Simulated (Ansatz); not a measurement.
Given this structure:

```
CELL_PARAMETERS angstrom
6.00453 0.00000 0.00000
0.00000 6.00453 0.00000
0.00000 0.00000 6.00453
ATOMIC_POSITIONS crystal
Cd 0.00000 0.00000 0.00000
Se 0.50000 0.00000 0.00000
Cd 0.00000 0.50000 0.50000
Se 0.50000 0.50000 0.50000
Cd 0.50000 0.00000 0.50000
Se 0.00000 0.00000 0.50000
Cd 0.50000 0.50000 0.00000
Se 0.00000 0.50000 0.00000
```

Q: Interpret the file: composition, symmetry and coordination.

A: The solid is CdSe. Space group Fm-3m (No. 225), lattice face-centred cubic. The prototype is rock salt (NaCl type). With Z = 4, the cell contains 4 Cd, 4 Se. The coordination shell of Cd holds six Se in an octahedral arrangement at 3.00 Å. Each Se atom is coordinated by six Cd in an octahedral arrangement at 3.00 Å. The bonds build a three-dimensional framework.

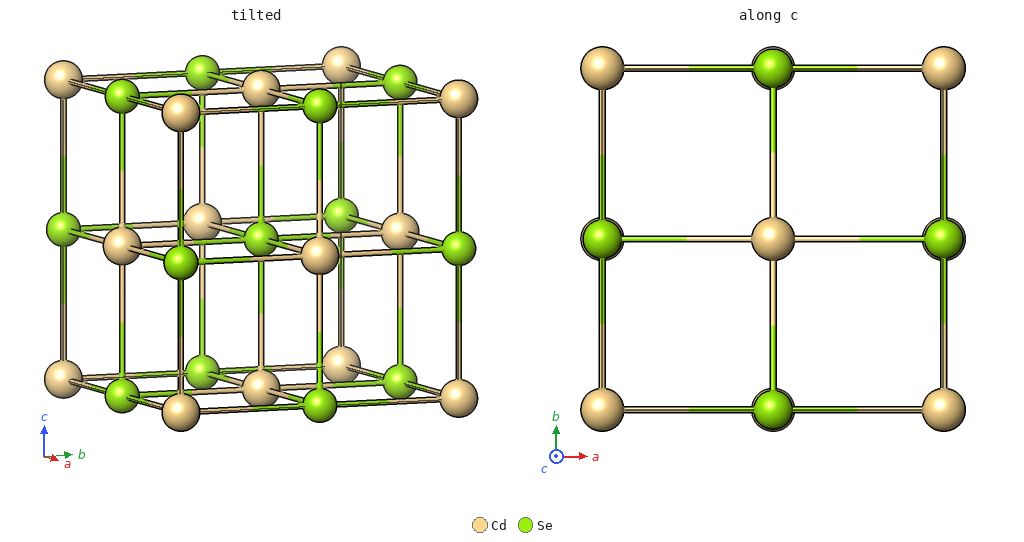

A ball-and-stick rendering, viewed slightly off an axis and along the c axis. One conventional unit cell is framed, with atoms on its boundary repeated.

The cell started as a structure listed in the Materials Project. Earlier steps of the study may have refined or changed the cell and positions. It was the input of a calculation with Ansatz.
